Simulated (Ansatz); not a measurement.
# SiC: single-point calculation

System: SiC (Fm-3m, 2 atoms in the cell).
Method: DFT PBE0, scalar-relativistic, plane waves, PAW, no spin polarisation (Ansatz 0.2.0).

Figures and captions count atoms from 1; the log counts them from 0 in places.

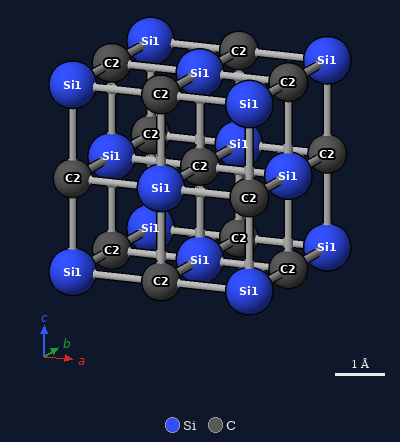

*The structure (ball-and-stick view of the cell 4 times as large as that of the calculation, set on its symmetry axes, seen slightly off an axis; atoms are numbered from 1 in the order of the input).*

Near neighbours in the crystal (not all of them lie inside the picture): Si has 6 C at 2.00 Å; C has 6 Si at 2.00 Å.

**Input**
```yaml
crystal:
  lattice:
    - [0.0, 2.0047642124, 2.0047642124]
    - [2.0047642124, 0.0, 2.0047642124]
    - [2.0047642124, 2.0047642124, 0.0]
  atoms:
    - { symbol: Si, position: [0.0, 0.0, 0.0] }
    - { symbol: C, position: [0.5, 0.5, 0.5] }
basis:
  ecutwfc: 420
kpoints:
  mp_grid: { grid: [8, 8, 8] }
hamiltonian:
  xc: pbe0
scf:
  occupations: { method: gaussian, width: 0.05 }
output:
  forces: true
  stress: true
  eigenvalues: true
```

Launch command:
```bash
ansatz run input.yaml --threads 4 --pin off --max-ram 12288MiB --backend cpu --events-out ev --progress --plain --runs-dir out
```

**Output**
```
Warning: output.stress: scf.convergence.dr2_threshold = 1e-7 eV (the SCF's general default) is looser than the 2e-10 eV advised for a printed stress (1e-10 eV for each atom of the cell: 2). What an SCF threshold leaves in a stress goes as its square root, and in the free energy as the threshold itself, and one threshold admits the most on a small cell: of the crystals measured, under no hybrid functional and no lock of the moments, on runs that ended without the residual-converged pass, on stresses that held no estimate of that error, the worst erred by over 100 MPa in a component at 1e-7 eV an atom and by under 5 at 1e-10. Set scf.convergence.dr2_threshold to 2e-10 eV or tighter. The threshold is an SCF's pass mark: one that does not reach it within its budget of iterations ends unconverged, or closes short of it on a stop that the run arms, and scf.convergence.dr2_threshold's page says what that costs each kind of run
Warning: output.stress: scf.exx.energy_threshold = 1e-6 eV is looser than the 2e-8 eV advised for a stress under a hybrid functional (1e-8 eV for each atom of the cell: 2). Every SCF of the exchange loop can meet its threshold on dr2 while the loop round them stops early: no threshold on dr2 bounds what that leaves in the stress. Set scf.exx.energy_threshold to 2e-8 eV or tighter. The threshold is the loop's pass mark: a loop that does not reach it within its budget of cycles ends unconverged, and scf.exx.energy_threshold's page has the law
Engine: ansatz 0.2.0, x86_64-unknown-linux-gnu
Pseudopotentials: kind: paw
Pseudopotential: Si, paw, valence charge 4, recommended cutoff 420 eV (normal), Si.paw.azcp
Pseudopotential: C, paw, valence charge 4, recommended cutoff 420 eV (normal), C.paw.azcp
Functional definition: PBE0
  parameter a = 0.25
  parameter kappa = 0.804
  parameter beta = 0.06672455060314922
  exchange = (1 - a)*pbe_x(kappa = kappa, mu = beta*pi^2/3) + a*exact_x
  correlation = pbe_c(beta = beta)
Crystal: 2 atoms, lattice volume = 16.115 Å³
Basis set: ecut = 420 eV, 331 PW (Γ), exchange–correlation on 40×40×40 points (8 copies of the dense FFT grid, shifted against one another)
Bands: 8, of which v1, the nominal top of the filled ones, is band 4 counted from 1 (3 counted from 0)
Symmetry: 48 space group operations
Space group: Fm-3m (ITA 225), of the structure as read, at distance tolerance 2.5e-5 Å
k-points: 29 of 512
Non-local potential: Si, projectors of the file, l = 0: 2, l = 1: 2, l = 2: 2
Non-local potential: C, projectors of the file, l = 0: 2, l = 1: 2, l = 2: 1
PAW form: soft (Blöchl's): semilocal exchange-correlation on the pseudo side does not see the compensation charge
PAW frozen core: Si, regenerated for the run's functional, and the local potential with it (the file was generated under x = pbe(κ = 0.804, μ = 0.2195149727645171), c = pbe(β = 0.06672455060314922))
PAW frozen core: C, regenerated for the run's functional, and the local potential with it (the file was generated under x = pbe(κ = 0.804, μ = 0.2195149727645171), c = pbe(β = 0.06672455060314922))
PAW one-centre angular grid: Si, 110 points (default); XC on 64 Gauss nodes
PAW one-centre angular grid: C, 110 points (default); XC on 64 Gauss nodes
Initial density: superposition of atomic densities (neutral atoms: chi_scale 0, normalization atom), corrected by the library's trained network
Initial wavefunctions: pseudopotential atomic-orbital guess
Functional: x = pbe(κ = 0.804, μ = 0.2195149727645171), c = pbe(β = 0.06672455060314922), warm-up for x = 0.75 pbe(κ = 0.804, μ = 0.2195149727645171) + 0.25 exact, c = pbe(β = 0.06672455060314922)
SCF iter   1: F=—  HF=-885.671583 eV  |F-HF|=—  |Δ(HF+E_count)|=         —  Δρ=1.06e-2  dr2=2.02e-2  ethr=1.77e-3  ⟨swp⟩=6.2  Hψ=1072  notcnv=0
preconditioner: auto → none  [insulator: Δε(μ)=0.147 eV  Ē_g=15.419 eV  σ=0.050 eV  W_gap=0.76  n_scr=0 (ndim 8)  ℏωp=26.2 eV  f_vac=0.000  D(μ)=0.44/eV (n_scr^D=0)]
iter 2 solved again at ethr=1.65e-5 eV; its pass at ethr=2.53e-4 eV (dr2=1.32e-3 eV) is discarded
SCF iter   2: F=—  HF=-885.665553 eV  |F-HF|=—  |Δ(HF+E_count)|=   6.03e-3  Δρ=3.18e-3  dr2=1.33e-3  ethr=1.65e-5  ⟨swp⟩=2.1  Hψ=971  notcnv=0  defer=3
SCF iter   3: F=—  HF=-885.665258 eV  |F-HF|=—  |Δ(HF+E_count)|=   2.95e-4  Δρ=8.45e-4  dr2=4.41e-5  ethr=1.65e-5  ⟨swp⟩=2.6  Hψ=384  notcnv=0
SCF iter   4: F=—  HF=-885.665307 eV  |F-HF|=—  |Δ(HF+E_count)|=   4.94e-5  Δρ=2.09e-4  dr2=7.62e-6  ethr=5.52e-7  ⟨swp⟩=3.0  Hψ=429  notcnv=0
SCF iter   5: F=—  HF=-885.665305 eV  |F-HF|=—  |Δ(HF+E_count)|=   1.97e-6  Δρ=4.52e-5  dr2=3.15e-7  ethr=9.52e-8  ⟨swp⟩=2.1  Hψ=355  notcnv=0
SCF iter   6: F=—  HF=-885.665305 eV  |F-HF|=—  |Δ(HF+E_count)|=   5.24e-9  Δρ=6.44e-6  dr2=4.01e-9  ethr=3.93e-9  ⟨swp⟩=3.6  Hψ=457  notcnv=0
SCF iter   7: F=-885.665305 eV  HF=-885.665305 eV  |F-HF|=1.14e-12  |Δ(HF+E_count)|=  6.28e-10  Δρ=1.31e-6  dr2=1.04e-10  ethr=5.01e-11  ⟨swp⟩=2.6  Hψ=383  notcnv=0
SCF 1 converged in 7 iterations: F = -885.665305 eV  dr2 = 1.04e-10
  greatest PAW one-centre occupation: 0.646 electrons in one spin orbital (limit 2), on the C atom at site 1 (counted from 0), in its partial waves of l = 0
Initial density: handed on by an earlier stage of this run
Initial wavefunctions: those handed on with the density
Functional: x = 0.75 pbe(κ = 0.804, μ = 0.2195149727645171) + 0.25 exact, c = pbe(β = 0.06672455060314922)
Frozen-core exchange: fock
iter 1 solved again at ethr=7.78e-5 eV; its pass at ethr=1.00e-1 eV (dr2=6.23e-3 eV) is discarded
SCF iter   1: F=—  HF=-886.450460 eV  |F-HF|=—  |Δ(HF+E_count)|=         —  Δρ=6.92e-3  dr2=7.73e-3  ethr=7.78e-5  ⟨swp⟩=4.3  Hψ=1136  notcnv=0
preconditioner: auto → none  [insulator: Δε(μ)=1.116 eV  Ē_g=18.188 eV  σ=0.050 eV  W_gap=0.77  n_scr=0 (ndim 8)  ℏωp=26.2 eV  f_vac=0.000  D(μ)=0.45/eV (n_scr^D=0)]
SCF iter   2: F=—  HF=-886.447685 eV  |F-HF|=—  |Δ(HF+E_count)|=   2.78e-3  Δρ=3.15e-3  dr2=2.40e-3  ethr=7.42e-5  ⟨swp⟩=2.1  Hψ=415  notcnv=0
SCF iter   3: F=—  HF=-886.447221 eV  |F-HF|=—  |Δ(HF+E_count)|=   4.63e-4  Δρ=5.35e-4  dr2=1.59e-3  ethr=1.07e-5  ⟨swp⟩=2.1  Hψ=395  notcnv=0
SCF iter   4: F=—  HF=-886.447207 eV  |F-HF|=—  |Δ(HF+E_count)|=   1.42e-5  Δρ=9.08e-5  dr2=1.53e-3  ethr=5.32e-7  ⟨swp⟩=3.2  Hψ=427  notcnv=0
SCF iter   5: F=-886.447207 eV  HF=-886.447207 eV  |F-HF|=2.67e-8  |Δ(HF+E_count)|=   7.16e-8  Δρ=2.47e-5  dr2=8.73e-8  ethr=8.57e-9  ⟨swp⟩=3.1  Hψ=558  notcnv=0
SCF 2 converged in 5 iterations: F = -886.447207 eV  dr2 = 8.73e-8
  greatest PAW one-centre occupation: 0.648 electrons in one spin orbital (limit 2), on the C atom at site 1 (counted from 0), in its partial waves of l = 0
hybrid outer 1: dexx = +3.935e-3 eV, tail = 1.12e-3 eV
Frozen-core exchange: fock
SCF iter   1: F=—  HF=-886.451966 eV  |F-HF|=—  |Δ(HF+E_count)|=         —  Δρ=1.47e-3  dr2=5.89e-3  ethr=6.97e-5  ⟨swp⟩=3.1  Hψ=504  notcnv=0
preconditioner: auto → none  [insulator: Δε(μ)=0.068 eV  Ē_g=18.181 eV  σ=0.050 eV  W_gap=0.61  n_scr=0 (ndim 8)  ℏωp=26.2 eV  f_vac=0.000  D(μ)=0.31/eV (n_scr^D=0)]
SCF iter   2: F=—  HF=-886.451822 eV  |F-HF|=—  |Δ(HF+E_count)|=   1.44e-4  Δρ=2.85e-4  dr2=3.19e-3  ethr=5.01e-6  ⟨swp⟩=3.0  Hψ=413  notcnv=0
SCF iter   3: F=—  HF=-886.451818 eV  |F-HF|=—  |Δ(HF+E_count)|=   4.47e-6  Δρ=7.84e-5  dr2=3.37e-7  ethr=1.44e-7  ⟨swp⟩=3.0  Hψ=398  notcnv=0
SCF iter   4: F=—  HF=-886.451818 eV  |F-HF|=—  |Δ(HF+E_count)|=   1.89e-8  Δρ=1.70e-5  dr2=3.09e-8  ethr=4.21e-9  ⟨swp⟩=3.5  Hψ=583  notcnv=0  defer=3
SCF iter   5: F=-886.451818 eV  HF=-886.451818 eV  |F-HF|=2.02e-9  |Δ(HF+E_count)|=   1.39e-8  Δρ=4.52e-6  dr2=2.67e-9  ethr=3.86e-10  ⟨swp⟩=2.4  Hψ=461  notcnv=0  defer=2
SCF 3 converged in 5 iterations: F = -886.451818 eV  dr2 = 2.67e-9
  Residual-converged pass: ⟨swp⟩=3.0  Hψ=461  notcnv=0  max |occ|·‖R‖ = 2.4e-6 eV (tolerance 2.4e-6 eV)  dr2=2.38e-9  dr2_onsite=7.01e-11  max |Δocc| = 6.7e-11
  greatest PAW one-centre occupation: 0.647 electrons in one spin orbital (limit 2), on the C atom at site 1 (counted from 0), in its partial waves of l = 0
hybrid outer 2: dexx = +1.107e-3 eV, tail = 1.12e-2 eV, Δε = 7.23e-2 eV (about 2.95e-1 eV left of the loop's levels)
Frozen-core exchange: fock
SCF iter   1: F=—  HF=-886.454326 eV  |F-HF|=—  |Δ(HF+E_count)|=         —  Δρ=6.45e-4  dr2=9.07e-5  ethr=5.33e-4  ⟨swp⟩=2.0  Hψ=464  notcnv=0
preconditioner: auto → none  [insulator: Δε(μ)=0.364 eV  Ē_g=18.180 eV  σ=0.050 eV  W_gap=1.00  n_scr=0 (ndim 8)  ℏωp=26.2 eV  f_vac=0.000  D(μ)=0.00/eV (n_scr^D=0)]
SCF iter   2: F=-886.454293 eV  HF=-886.454294 eV  |F-HF|=1.20e-6  |Δ(HF+E_count)|=   3.17e-5  Δρ=9.22e-5  dr2=1.12e-5  ethr=9.71e-7  ⟨swp⟩=2.6  Hψ=377  notcnv=0
SCF 4 stopped early in 2 iterations: F = -886.454293 eV  dr2 = 1.12e-5
hybrid outer 3: dexx = +6.108e-4 eV, tail = 2.94e-3 eV, Δε = 2.47e-1 eV (about 4.90e-2 eV left of the loop's levels)
Frozen-core exchange: fock
SCF iter   1: F=—  HF=-886.454844 eV  |F-HF|=—  |Δ(HF+E_count)|=         —  Δρ=3.24e-5  dr2=3.18e-6  ethr=1.41e-6  ⟨swp⟩=3.9  Hψ=536  notcnv=0
preconditioner: auto → none  [insulator: Δε(μ)=0.592 eV  Ē_g=18.180 eV  σ=0.050 eV  W_gap=1.00  n_scr=0 (ndim 8)  ℏωp=26.2 eV  f_vac=0.000  D(μ)=0.00/eV (n_scr^D=0)]
SCF iter   2: F=—  HF=-886.454844 eV  |F-HF|=—  |Δ(HF+E_count)|=   4.01e-8  Δρ=5.45e-6  dr2=2.93e-6  ethr=2.43e-9  ⟨swp⟩=3.4  Hψ=466  notcnv=0
SCF iter   3: F=—  HF=-886.454909 eV  |F-HF|=—  |Δ(HF+E_count)|=   6.46e-5  Δρ=3.82e-5  dr2=2.97e-7  ethr=2.72e-11  ⟨swp⟩=4.6  Hψ=809  notcnv=0
SCF iter   4: F=—  HF=-886.454909 eV  |F-HF|=—  |Δ(HF+E_count)|=   1.10e-7  Δρ=2.61e-6  dr2=1.75e-8  ethr=2.72e-11  ⟨swp⟩=4.1  Hψ=596  notcnv=0
SCF iter   5: F=-886.454909 eV  HF=-886.454909 eV  |F-HF|=4.81e-9  |Δ(HF+E_count)|=   1.39e-7  Δρ=5.70e-6  dr2=6.32e-9  ethr=8.19e-12  ⟨swp⟩=3.9  Hψ=583  notcnv=0  defer=2
SCF 5 converged in 5 iterations: F = -886.454909 eV  dr2 = 6.32e-9
  Residual-converged pass: ⟨swp⟩=2.0  Hψ=309  notcnv=0  max |occ|·‖R‖ = 2.4e-6 eV (tolerance 2.4e-6 eV)  dr2=6.32e-9  dr2_onsite=1.53e-10  max |Δocc| = 1.6e-27
hybrid outer 4: dexx = +5.905e-7 eV, tail = 1.02e-5 eV, Δε = 4.82e-2 eV (about 4.44e-3 eV left of the loop's levels)
Frozen-core exchange: fock
SCF iter   1: F=—  HF=-886.454909 eV  |F-HF|=—  |Δ(HF+E_count)|=         —  Δρ=6.88e-6  dr2=8.52e-9  ethr=1.67e-9  ⟨swp⟩=3.8  Hψ=547  notcnv=0
preconditioner: auto → none  [insulator: Δε(μ)=0.593 eV  Ē_g=18.180 eV  σ=0.050 eV  W_gap=1.00  n_scr=0 (ndim 8)  ℏωp=26.2 eV  f_vac=0.000  D(μ)=0.00/eV (n_scr^D=0)]
SCF iter   2: F=-886.454909 eV  HF=-886.454909 eV  |F-HF|=2.05e-12  |Δ(HF+E_count)|=   3.52e-9  Δρ=1.84e-7  dr2=3.77e-11  ethr=1.06e-10  ⟨swp⟩=2.9  Hψ=395  notcnv=0
SCF 6 converged in 2 iterations: F = -886.454909 eV  dr2 = 3.77e-11
  Residual-converged pass: ⟨swp⟩=2.9  Hψ=396  notcnv=0  max |occ|·‖R‖ = 2.3e-6 eV (tolerance 2.4e-6 eV)  dr2=3.55e-11  dr2_onsite=3.24e-13  max |Δocc| = 9.5e-25
```

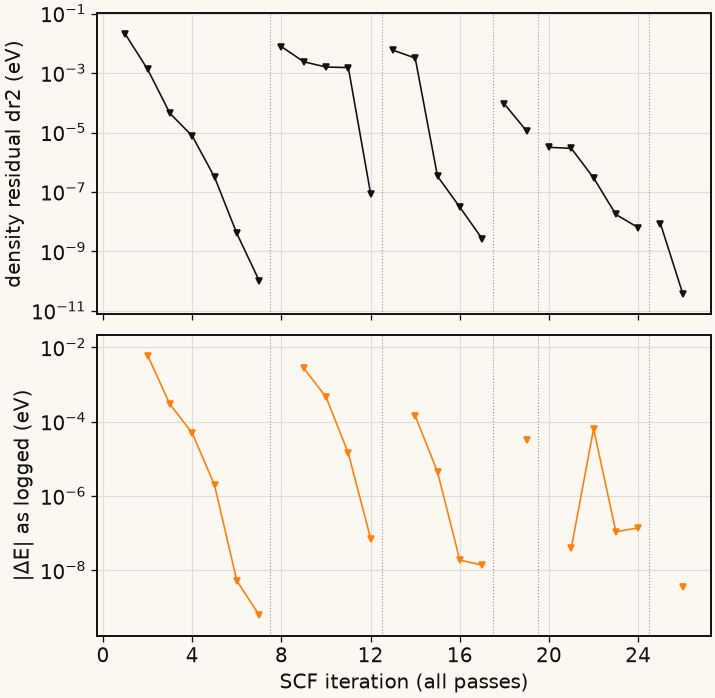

*Convergence of the self-consistent field: density residual dr2 and size of the energy change against the SCF iteration. The run starts with a semilocal functional; after that each stretch between dotted lines is one SCF of the hybrid functional between two exact rebuilds of the exchange operator by the outer loop. Early passes are stopped at a loose threshold.*

The 6 passes take 2 to 7 iterations each, 26 in all.

```
hybrid outer 5: dexx = +1.795e-10 eV, tail = 1.02e-10 eV, Δε = 6.73e-5 eV (about 2.54e-5 eV left of the loop's levels), ΔF = 1.38e-30 eV/Å (tail 5.22e-31)
hybrid SCF converged: 5 outer / 19 inner (+7 warm-up), last move |dexx| = 1.79e-10 eV, tail = 1.02e-10 eV
Stability not checked: this state was not tested for a lower state beside it, because the functional holds exact exchange (a hybrid, or Hartree-Fock), whose exchange loop this test does not read (fock_operator; see scf.lower_state_search)
Free energy (F): -886.454909 eV
Frozen-core exchange: fock
Harris-Foulkes:  -886.454909 eV  (|F-HF|=2.05e-12)
Internal energy: -886.454909 eV  (E = F + TS)
E sigma→0 (E₀):  -886.454909 eV
Fermi energy:    14.174347 eV
--- Per-component energies (eV) ---
  E_band       = 45.240058
  E_kinetic    = 141.612269
  E_local      = -49.950512  (includes V_loc(G=0)·N_el)
  E_nonlocal   = 48.042536
  E_hartree    = 19.572906
  E_xc         = -83.184702
  E_vxc        = -86.918987  (∫ρ·V_xc dr)
  E_exx        = -18.718075  (= α·E_x^exact, valence–valence)
  E_paw        = -617.683650  (= ΣΔE_a)
  E_vpaw       = -9.254888  (= ΣTr[D̂ρ^β])
  E_aug_tail   = 0.000011  (compensation charges beyond the density's cutoff)
  E_ewald      = -326.071885
  E_core_change = -0.073806  (= ΣΔE_core)
  E_smearing   = -0.000000  (= −TS)
  E_closure    = -0.000001  (closes the sum)
  Σ components = -886.454909   (vs F -886.454909, Δ=0.00e0)
--- Forces (eV/Å), atoms counted from 1 ---
  atom   1  Si    -0.00000000     0.00000000    -0.00000000
  atom   2  C      0.00000000    -0.00000000     0.00000000
  max |Σ_I F_I| component: 5.03e-30 eV/Å
--- Stress (GPa, compression-positive) ---
       -1.338753      -0.000000       0.000000
       -0.000000      -1.338753       0.000000
       -0.000000      -0.000000      -1.338753
  P = ⅓ Tr σ = -1.3388 GPa (-13.388 kbar)
--- Band table (eV; the first three rows and the last of 29) ---
  k-point 0: bands = ["-6.9309", "13.8056", "13.8056", "13.8056", "24.0175", "24.6004", "24.6004", "24.6004"]
  k-point 1: bands = ["-6.5102", "11.6974", "13.5549", "13.5549", "23.5224", "25.0691", "25.0691", "25.4518"]
  k-point 2: bands = ["-5.2597", "7.6340", "13.0748", "13.0748", "22.4552", "23.2125", "23.2125", "27.1811"]
  k-point 28: bands = ["1.5100", "4.8525", "4.8525", "5.9789", "20.5340", "24.1163", "25.7561", "25.7561"]
```

**Results in brief**

| quantity | value |
| --- | --- |
| outcome | converged |
| space group (tolerance 0.01 Å) | Fm-3m (225) |
| electrons treated | 8 |
| free energy | −886.4549 eV |
| Fermi energy | 14.174 eV |
| gap on the k-point mesh | 0.59 eV |
| pressure | −1.34 GPa |
| largest force (length of the vector) | under 0.001 eV/Å |
| hardware | 4 threads of Intel Xeon (Granite Rapids), 176 GiB of memory available, shared host |
| wall time | 7.7 s (CPU time 26 s) |
| peak memory | 0.86 GiB |

The program warns: the exchange loop's threshold is looser than advised for the stress; the SCF threshold is looser than advised for the printed stress.
